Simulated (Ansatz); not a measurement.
Geometry relaxation of BN (part 1 of 2)

BN (4 atoms in the cell), computed with DFT PBE+D3(BJ), scalar-relativistic, plane waves, PAW, no spin polarisation (Ansatz 0.2.0).

The structure derives from an entry of the Crystallography Open Database.

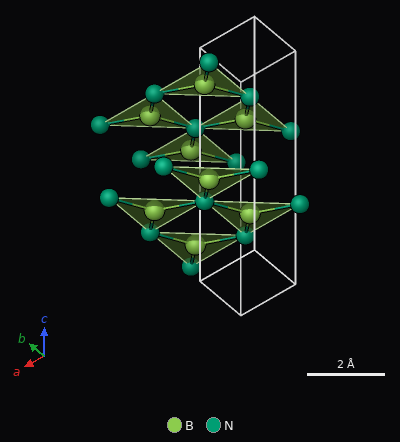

The starting structure (polyhedral view of the cell of the calculation, repeated 2 × 2 × 1, seen at an oblique angle; polyhedra are completed across the faces of the cell). An atom can appear more than once, as a periodic image.

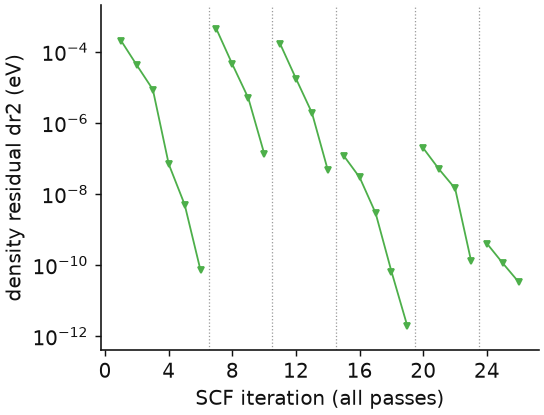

Convergence of the self-consistent field: density residual dr2 against the SCF iteration. The dotted lines part the SCF passes of the relaxation: geometry steps, rejected trials and re-solves on a re-selected basis. The 6 passes take 3 to 6 iterations each, 26 in all.

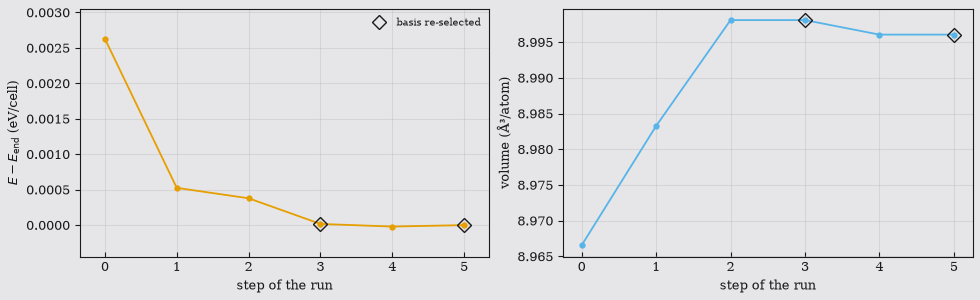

Progress of the relaxation, step by step (the first geometry is step 0 here and step 1 in the log). The energy falls by 2.6 meV per cell of the calculation in 3 geometry steps. All forces vanish by symmetry, so only the cell relaxes. The pressure goes from 2.35 to 0.00 GPa. 1 further SCF at an unchanged geometry re-selected the plane-wave basis for the new cell. No atom moves by more than 0.005 Å relative to the cell. Cell: a = b 2.498 → 2.506 Å (+0.3 %), c 6.636 → 6.614 Å (−0.3 %). Volume +0.3 %. Distances before and after: B1–N4 1.442 → 1.447 Å. The space group stays P6_3/mmc (No. 194). The energy change given includes the shifts at the re-selections in mid-walk, which come without any move. A last SCF at the same geometry on a re-selected plane-wave basis shifts the energy by +0.0 meV per cell of the calculation. (Atoms are counted from 1 in the order of the input.)

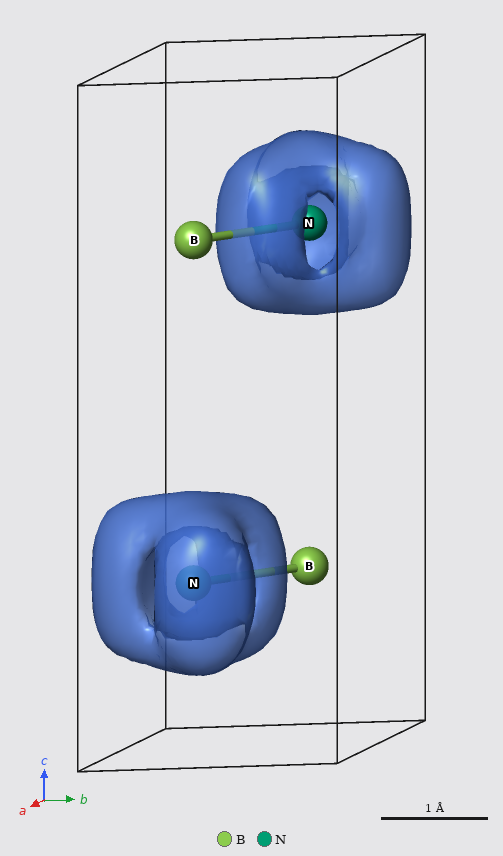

Isosurface of the ELF at 0.75 (blue), seen slightly off an axis. Core shells and regions of very low density are left out. Sticks mark near contacts. The outline is the cell set on symmetry axes. Core electrons are frozen (PAW), so the fields are smoothed inside the atomic spheres.

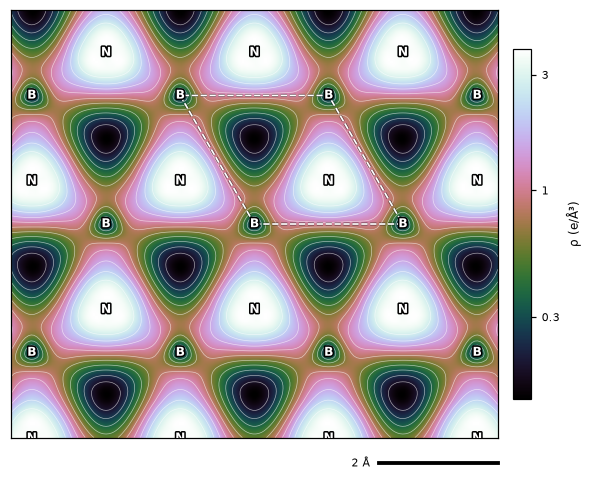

Valence electron density on the (001) plane of the conventional cell. Atoms in the plane: B and N. B–N (1.45 Å): ρ at the midpoint is about 1.8 e/Å³. Away from the nuclei the density in this plane falls to 0.14 e/Å³ at its lowest.

The input and output of the run follow.

## The input
```yaml
crystal:
  lattice:
    - [2.49824, 0.0, 0.0]
    - [-1.24912, 2.1635393048, 0.0]
    - [0.0, 0.0, 6.6357]
  atoms:
    - { symbol: B, position: [0.3333333333, 0.6666666667, 0.25] }
    - { symbol: B, position: [0.6666666667, 0.3333333333, 0.75] }
    - { symbol: "N", position: [0.3333333333, 0.6666666667, 0.75] }
    - { symbol: "N", position: [0.6666666667, 0.3333333333, 0.25] }
basis:
  ecutwfc: 420
kpoints:
  mp_grid: { grid: [12, 12, 4] }
hamiltonian:
  xc: pbe
  dispersion: d3bj
scf:
  occupations: { method: gaussian, width: 0.02 }
output:
  forces: true
  stress: true
  eigenvalues: true
  write_density: true
  write_potential: true
  elf: true
  volumetric_format: npy
relax:
  adjacent_minimum: "off"
  f_tol: 0.005
  max_steps: 80
  cell: { stress_tol: 0.05 }
```

Launched with:
```bash
ansatz run input.yaml --threads 4 --pin off --max-ram 10240MiB --backend cpu --events-out ev --progress --plain --runs-dir out
```

## Log
```
Engine: ansatz 0.2.0, x86_64-unknown-linux-gnu
Pseudopotentials: kind: paw
Pseudopotential: B, paw, valence charge 3, recommended cutoff 420 eV (normal), B.paw.azcp
Pseudopotential: N, paw, valence charge 5, recommended cutoff 420 eV (normal), N.paw.azcp
Functional definition: PBE
  parameter kappa = 0.804
  parameter beta = 0.06672455060314922
  exchange = pbe_x(kappa = kappa, mu = beta*pi^2/3)
  correlation = pbe_c(beta = beta)
Crystal: 4 atoms, lattice volume = 35.866 Å³
Basis set: ecut = 420 eV, 689 PW (Γ), exchange–correlation on 36×36×90 points (8 copies of the dense FFT grid, shifted against one another)
Bands: 12, of which v1, the nominal top of the filled ones, is band 8 counted from 1 (7 counted from 0)
Symmetry: 24 space group operations
Space group: P63/mmc (ITA 194), of the structure as read, at distance tolerance 3.3e-5 Å
k-points: 57 of 576
Non-local potential: B, projectors of the file, l = 0: 2, l = 1: 2, l = 2: 1
Non-local potential: N, projectors of the file, l = 0: 2, l = 1: 2, l = 2: 1
PAW form: soft (Blöchl's): semilocal exchange-correlation on the pseudo side does not see the compensation charge
PAW one-centre angular grid: B, 110 points (default); XC on 64 Gauss nodes
PAW one-centre angular grid: N, 110 points (default); XC on 64 Gauss nodes
Initial density: superposition of atomic densities (neutral atoms: chi_scale 0, normalization atom), corrected by the library's trained network
Initial wavefunctions: pseudopotential atomic-orbital guess
Functional: x = pbe(κ = 0.804, μ = 0.2195149727645171), c = pbe(β = 0.06672455060314922)
SCF iter   1: F=—  HF=-1085.368210 eV  |F-HF|=—  |Δ(HF+E_count)|=         —  Δρ=1.47e-3  dr2=2.09e-4  ethr=1.77e-3  ⟨swp⟩=6.3  Hψ=4293  notcnv=0
preconditioner: auto → none  [insulator: Δε(μ)=4.289 eV  Ē_g=15.893 eV  σ=0.020 eV  W_gap=1.00  n_scr=4 (ndim 8)  ℏωp=24.8 eV  f_vac=0.022  D(μ)=0.00/eV (n_scr^D=0)  ε∞_Penn≈3.4]
SCF iter   2: F=—  HF=-1085.369252 eV  |F-HF|=—  |Δ(HF+E_count)|=   1.04e-3  Δρ=7.41e-4  dr2=4.20e-5  ethr=1.31e-6  ⟨swp⟩=2.2  Hψ=1757  notcnv=0
SCF iter   3: F=—  HF=-1085.369556 eV  |F-HF|=—  |Δ(HF+E_count)|=   3.04e-4  Δρ=3.30e-4  dr2=8.79e-6  ethr=2.62e-7  ⟨swp⟩=2.0  Hψ=1122  notcnv=0
iter 4 did not close the SCF: its close was put off for the readings that it lacked (scf_convergence_deferred on its scf_iter line)
SCF iter   4: F=-1085.369627 eV  HF=-1085.369627 eV  |F-HF|=3.41e-7  |Δ(HF+E_count)|=   7.07e-5  Δρ=2.37e-5  dr2=6.97e-8  ethr=5.49e-8  ⟨swp⟩=2.1  Hψ=1140  notcnv=0
iter 5 did not close the SCF: its close was put off for the readings that it lacked (scf_convergence_deferred on its scf_iter line)
SCF iter   5: F=-1085.369627 eV  HF=-1085.369627 eV  |F-HF|=5.63e-9  |Δ(HF+E_count)|=   3.73e-7  Δρ=4.65e-6  dr2=5.06e-9  ethr=4.36e-10  ⟨swp⟩=2.0  Hψ=1136  notcnv=0
SCF iter   6: F=-1085.369627 eV  HF=-1085.369627 eV  |F-HF|=2.26e-10  |Δ(HF+E_count)|=   8.03e-9  Δρ=6.03e-7  dr2=7.09e-11  ethr=3.16e-11  ⟨swp⟩=5.1  Hψ=3704  notcnv=0
SCF 1 converged in 6 iterations: F = -1085.369627 eV  dr2 = 7.09e-11
  greatest PAW one-centre occupation: 0.798 electrons in one spin orbital (limit 2), on the N atom at site 3 (counted from 0), in its partial waves of l = 0
relax step   1: F+E_penalty+E_count = -1085.36962716 eV  Δ(F+E_penalty+E_count) = +0.000e0 eV  max|allowed force component| = 1.037e-15 eV/Å  Δτ_max = 0.0000 Å  P = +2.349 GPa  Ω = 35.866 Å³  (6 SCF iters, dr2 threshold 1.00e-7 eV, accepted)
Crystal: 4 atoms, lattice volume = 35.933 Å³
Basis set: ecut = 420 eV, 713 PW (Γ), exchange–correlation on 36×36×90 points (8 copies of the dense FFT grid, shifted against one another)
Initial density: handed on by an earlier stage of this run
Initial wavefunctions: those handed on with the density
iter 1 solved again at ethr=2.24e-6 eV; its pass at ethr=3.10e-3 eV (dr2=3.58e-4 eV) is discarded
SCF iter   1: F=—  HF=-1085.371897 eV  |F-HF|=—  |Δ(HF+E_count)|=         —  Δρ=1.20e-3  dr2=4.39e-4  ethr=2.24e-6  ⟨swp⟩=2.0  Hψ=5239  notcnv=0
preconditioner: auto → none  [insulator: Δε(μ)=4.272 eV  Ē_g=15.841 eV  σ=0.020 eV  W_gap=1.00  n_scr=4 (ndim 8)  ℏωp=24.8 eV  f_vac=0.019  D(μ)=0.00/eV (n_scr^D=0)  ε∞_Penn≈3.4]
SCF iter   2: F=—  HF=-1085.371747 eV  |F-HF|=—  |Δ(HF+E_count)|=   1.49e-4  Δρ=4.64e-4  dr2=4.49e-5  ethr=2.24e-6  ⟨swp⟩=2.0  Hψ=1117  notcnv=0
SCF iter   3: F=—  HF=-1085.371729 eV  |F-HF|=—  |Δ(HF+E_count)|=   1.84e-5  Δρ=1.62e-4  dr2=5.06e-6  ethr=2.81e-7  ⟨swp⟩=2.1  Hψ=1107  notcnv=0
SCF iter   4: F=-1085.371729 eV  HF=-1085.371729 eV  |F-HF|=9.96e-8  |Δ(HF+E_count)|=   4.15e-7  Δρ=3.11e-5  dr2=1.38e-7  ethr=2.50e-9  ⟨swp⟩=7.5  Hψ=5175  notcnv=0
SCF 2 converged in 4 iterations: F = -1085.371729 eV  dr2 = 1.38e-7
  greatest PAW one-centre occupation: 0.797 electrons in one spin orbital (limit 2), on the N atom at site 3 (counted from 0), in its partial waves of l = 0
relax step   2: F+E_penalty+E_count = -1085.37172875 eV  Δ(F+E_penalty+E_count) = -2.102e-3 eV  max|allowed force component| = 3.331e-16 eV/Å  Δτ_max = 0.0000 Å  P = +0.848 GPa  Ω = 35.933 Å³  energy of the carried Pulay correction = -1.820e-4 eV  (4 SCF iters, dr2 threshold 4.00e-7 eV, accepted)
Crystal: 4 atoms, lattice volume = 35.992 Å³
iter 1 solved again at ethr=9.26e-7 eV; its pass at ethr=3.10e-3 eV (dr2=1.48e-4 eV) is discarded
SCF iter   1: F=—  HF=-1085.371945 eV  |F-HF|=—  |Δ(HF+E_count)|=         —  Δρ=7.18e-4  dr2=1.70e-4  ethr=9.26e-7  ⟨swp⟩=2.5  Hψ=5119  notcnv=0
preconditioner: auto → none  [insulator: Δε(μ)=4.269 eV  Ē_g=15.818 eV  σ=0.020 eV  W_gap=1.00  n_scr=4 (ndim 8)  ℏωp=24.8 eV  f_vac=0.019  D(μ)=0.00/eV (n_scr^D=0)  ε∞_Penn≈3.4]
SCF iter   2: F=—  HF=-1085.371881 eV  |F-HF|=—  |Δ(HF+E_count)|=   6.40e-5  Δρ=2.88e-4  dr2=1.77e-5  ethr=9.26e-7  ⟨swp⟩=2.0  Hψ=1077  notcnv=0
SCF iter   3: F=—  HF=-1085.371876 eV  |F-HF|=—  |Δ(HF+E_count)|=   4.86e-6  Δρ=9.52e-5  dr2=1.94e-6  ethr=1.11e-7  ⟨swp⟩=2.1  Hψ=1104  notcnv=0
SCF iter   4: F=-1085.371876 eV  HF=-1085.371876 eV  |F-HF|=3.12e-8  |Δ(HF+E_count)|=   2.37e-7  Δρ=1.87e-5  dr2=4.71e-8  ethr=2.50e-9  ⟨swp⟩=10.2  Hψ=5373  notcnv=0
SCF 3 converged in 4 iterations: F = -1085.371876 eV  dr2 = 4.71e-8
relax step   3: F+E_penalty+E_count = -1085.37187590 eV  Δ(F+E_penalty+E_count) = -1.471e-4 eV  max|allowed force component| = 2.984e-16 eV/Å  Δτ_max = 0.0000 Å  P = +0.014 GPa  Ω = 35.992 Å³  energy of the carried Pulay correction = -3.740e-4 eV  (4 SCF iters, dr2 threshold 4.00e-7 eV, accepted)
Initial wavefunctions: pseudopotential atomic-orbital guess (no wavefunctions were taken with the density)
iter 1 solved again at ethr=1.26e-7 eV; its pass at ethr=3.10e-3 eV (dr2=2.02e-5 eV) is discarded
```
